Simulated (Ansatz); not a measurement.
System: a slab cut from Si₂Mo (slab content Si₁₆Mo₈), space group I4/mmm (No. 139).

Starting cell:
```
CELL_PARAMETERS angstrom
-1.59500 1.59500 3.91070
1.59500 -1.59500 3.91070
1.59500 1.59500 -3.91070
ATOMIC_POSITIONS crystal
Si 0.33510 0.33510 0.00000
Si 0.66490 0.66490 0.00000
Mo 0.00000 0.00000 0.00000
```

Input of one of the runs behind the figure:
```
crystal:
  lattice:
    - [4.5146191226, 0.0, 0.0]
    - [1.1334210324, 6.2809424447, 0.0]
    - [0.0, 0.0, 25.7649068574]
  atoms:
    - { symbol: Si, position: [0.0990585729, 0.6138822455, 0.2910936198] }
    - { symbol: Mo, position: [0.6450792964, 0.4193196984, 0.3093452528] }
    - { symbol: Si, position: [0.1911000198, 0.2247571514, 0.3275968859] }
    - { symbol: Si, position: [0.7441378693, 0.033201944, 0.3455664047] }
    - { symbol: Mo, position: [0.2901585928, 0.8386393969, 0.3638180377] }
    - { symbol: Si, position: [0.8361793162, 0.6440768498, 0.3820696708] }
    - { symbol: Si, position: [0.3892171657, 0.4525216424, 0.4000391896] }
    - { symbol: Mo, position: [0.9352378891, 0.2579590953, 0.4182908226] }
    - { symbol: Si, position: [0.4812586126, 0.0633965482, 0.4365424557] }
    - { symbol: Si, position: [0.0342964621, 0.8718413409, 0.4545119745] }
    - { symbol: Mo, position: [0.5803171855, 0.6772787938, 0.4727636075] }
    - { symbol: Si, position: [0.126337909, 0.4827162467, 0.4910152406] }
    - { symbol: Si, position: [0.6793757584, 0.2911610393, 0.5089847594] }
    - { symbol: Mo, position: [0.2253964819, 0.0965984922, 0.5272363925] }
    - { symbol: Si, position: [0.7714172053, 0.9020359451, 0.5454880255] }
    - { symbol: Si, position: [0.3244550548, 0.7104807378, 0.5634575443] }
    - { symbol: Mo, position: [0.8704757783, 0.5159181907, 0.5817091774] }
    - { symbol: Si, position: [0.4164965017, 0.3213556436, 0.5999608104] }
    - { symbol: Si, position: [0.9695343512, 0.1298004362, 0.6179303292] }
    - { symbol: Mo, position: [0.5155550746, 0.9352378891, 0.6361819623] }
    - { symbol: Si, position: [0.0615757981, 0.740675342, 0.6544335953] }
    - { symbol: Si, position: [0.6146136476, 0.5491201347, 0.6724031141] }
    - { symbol: Mo, position: [0.160634371, 0.3545575876, 0.6906547472] }
    - { symbol: Si, position: [0.7066550945, 0.1599950405, 0.7089063802] }
basis:
  ecutwfc: 420
kpoints:
  mp_grid: { grid: [8, 6, 1] }
hamiltonian:
  xc: pbesol
scf:
  occupations: { method: gaussian, width: 0.1 }
output:
  forces: true
  eigenvalues: true
  write_density: true
  write_potential: true
  elf: true
  volumetric_format: npy
relax:
  adjacent_minimum: "off"
  f_tol: 0.02
  max_steps: 60
efield:
  axis: 3
  dipole_correction: true
  ramp_width: 0.04
```

Command:
```bash
ansatz run input.yaml --threads 2 --pin off --max-ram 5120MiB --backend cpu --events-out ev --progress --plain --runs-dir out
```

Calculation (Ansatz 0.2.0): spacing and rumpling of the atomic planes of a slab cut from the relaxed bulk cell along the Miller plane (conventional indices), bottom to top, after all atoms relax, plane waves with PAW datasets, Γ-centred k mesh. Level: PBEsol, no spin polarisation.

space group in which the indices count 139; Miller index h 2; Miller index k 1; Miller index l 1; top plane Si; bottom plane Si; planes 24; surface cell (1, 1); slab thickness as cut 10.76 Å; vacuum 15 Å; surface area 28.36 Å²; surface a 4.515 Å; surface b 6.382 Å; surface angle 79.8 °; slab atoms 24; wave cutoff 420 eV; k mesh 8×6×1; occupations Gaussian; smearing width 0.1 eV; boundary dipole corrected.

What does the calculation give for the spacing change of each pair of planes? The cases: 1–2; 2–3; 3–4; 4–5; 5–6; 6–7; 7–8; 8–9; 9–10; 10–11; 11–12; 12–13; 13–14; 14–15; 15–16; 16–17; 17–18; 18–19; 19–20; 20–21; 21–22; 22–23; 23–24.

The least value, −0.088 Å, is that of 2–3 and 22–23, and the largest, 0.043 Å, that of 6–7 and 18–19.

```json
{"pair of planes": "1–2", "spacing change (Å)": "-0.010", "spacing to next (Å)": "0.460", "content of the two planes": "Si and Mo"}
{"pair of planes": "2–3", "spacing change (Å)": "-0.088", "spacing to next (Å)": "0.382", "content of the two planes": "Mo and Si"}
{"pair of planes": "3–4", "spacing change (Å)": "-0.019", "spacing to next (Å)": "0.444", "content of the two planes": "Si and Si"}
{"pair of planes": "4–5", "spacing change (Å)": "0.004", "spacing to next (Å)": "0.475", "content of the two planes": "Si and Mo"}
{"pair of planes": "5–6", "spacing change (Å)": "-0.063", "spacing to next (Å)": "0.407", "content of the two planes": "Mo and Si"}
{"pair of planes": "6–7", "spacing change (Å)": "0.043", "spacing to next (Å)": "0.506", "content of the two planes": "Si and Si"}
{"pair of planes": "7–8", "spacing change (Å)": "0.036", "spacing to next (Å)": "0.507", "content of the two planes": "Si and Mo"}
{"pair of planes": "8–9", "spacing change (Å)": "-0.035", "spacing to next (Å)": "0.435", "content of the two planes": "Mo and Si"}
{"pair of planes": "9–10", "spacing change (Å)": "-0.026", "spacing to next (Å)": "0.437", "content of the two planes": "Si and Si"}
{"pair of planes": "10–11", "spacing change (Å)": "0.013", "spacing to next (Å)": "0.483", "content of the two planes": "Si and Mo"}
{"pair of planes": "11–12", "spacing change (Å)": "0.007", "spacing to next (Å)": "0.477", "content of the two planes": "Mo and Si"}
{"pair of planes": "12–13", "spacing change (Å)": "0.003", "spacing to next (Å)": "0.466", "content of the two planes": "Si and Si"}
{"pair of planes": "13–14", "spacing change (Å)": "0.007", "spacing to next (Å)": "0.477", "content of the two planes": "Si and Mo"}
{"pair of planes": "14–15", "spacing change (Å)": "0.013", "spacing to next (Å)": "0.483", "content of the two planes": "Mo and Si"}
{"pair of planes": "15–16", "spacing change (Å)": "-0.026", "spacing to next (Å)": "0.437", "content of the two planes": "Si and Si"}
{"pair of planes": "16–17", "spacing change (Å)": "-0.035", "spacing to next (Å)": "0.435", "content of the two planes": "Si and Mo"}
{"pair of planes": "17–18", "spacing change (Å)": "0.036", "spacing to next (Å)": "0.507", "content of the two planes": "Mo and Si"}
{"pair of planes": "18–19", "spacing change (Å)": "0.043", "spacing to next (Å)": "0.506", "content of the two planes": "Si and Si"}
{"pair of planes": "19–20", "spacing change (Å)": "-0.063", "spacing to next (Å)": "0.407", "content of the two planes": "Si and Mo"}
{"pair of planes": "20–21", "spacing change (Å)": "0.004", "spacing to next (Å)": "0.475", "content of the two planes": "Mo and Si"}
{"pair of planes": "21–22", "spacing change (Å)": "-0.019", "spacing to next (Å)": "0.444", "content of the two planes": "Si and Si"}
{"pair of planes": "22–23", "spacing change (Å)": "-0.088", "spacing to next (Å)": "0.382", "content of the two planes": "Si and Mo"}
{"pair of planes": "23–24", "spacing change (Å)": "-0.010", "spacing to next (Å)": "0.460", "content of the two planes": "Mo and Si"}
```

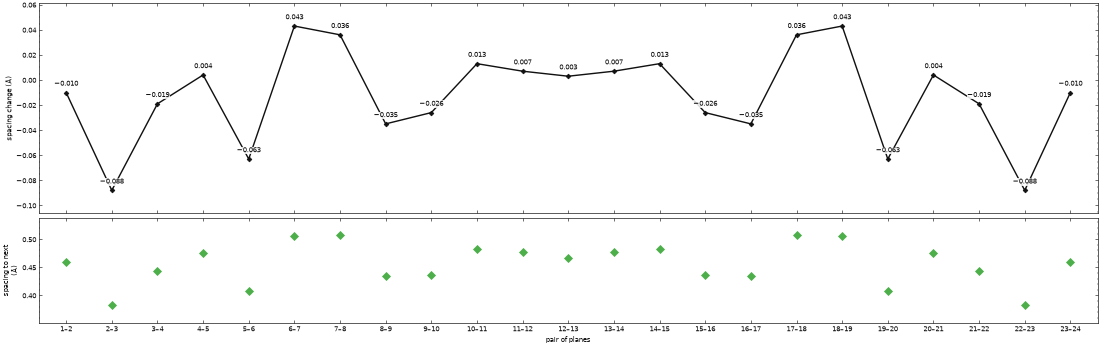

Keep in mind: coarse k mesh; k mesh lowers the symmetry; xc potential rough in thin density.
